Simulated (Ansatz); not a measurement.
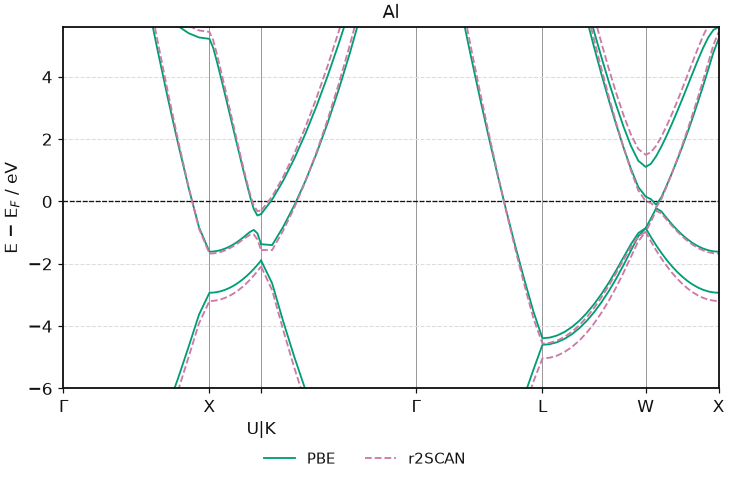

Band structures of Al, space group Fm-3m, 1 atom in the cell, by two methods on the same cell. Each is counted from its own Fermi level.

Q: How do the methods compare?

A: Both give a metal. The 3 bands that come within 1 eV of the Fermi level differ by 0.33 eV on average and by 0.76 eV at most (between Γ and L).

Settings. PBE: DFT PBE, scalar-relativistic, plane waves, PAW, no spin polarisation, 24×24×24 k mesh, 420 eV cutoff, Gaussian smearing of 0.1 eV (Ansatz). r2SCAN: DFT r2SCAN, scalar-relativistic, plane waves, PAW, no spin polarisation, 24×24×24 k mesh, 500 eV cutoff, Gaussian smearing of 0.1 eV (Ansatz 0.2.0).

The structure is an invented one, so it need not be a known or stable phase. The starting guess was a poor one.
